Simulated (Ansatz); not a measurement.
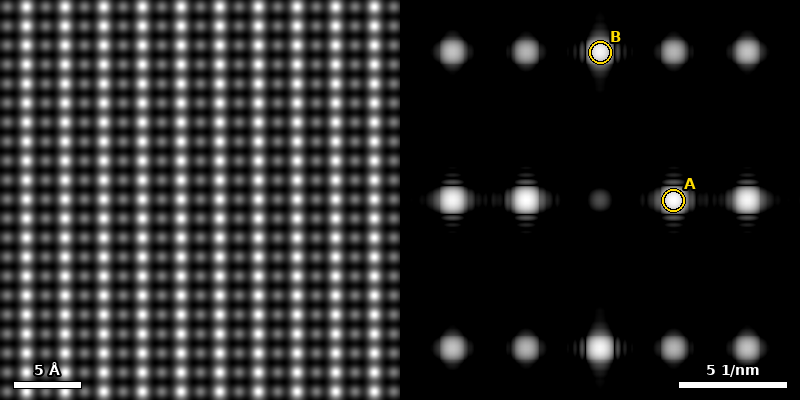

Integrated-DPC-like image of a crystal. Simulated as the projected potential of neutral atoms (B = 0.5 Å²) blurred by a 0.51 Å probe, the thin-sample limit of integrated differential phase contrast. The display is stretched by a gamma of 0.8; percentages refer to the linear signal.

The right panel is the modulus of the image's Fourier transform on a logarithmic scale.

Which lattice spacings do the marked spots stand for, and what angle do A and B enclose?

A: 2.9 Å, B: 1.4 Å; A and B enclose about 90°.

The crystal is B (P6/mmm, No. 191) along [210]; the spots are (001) and (1 -2 0). Model: the input geometry of a calculation; the starting structure was generated, so it need not be a known form of this composition.
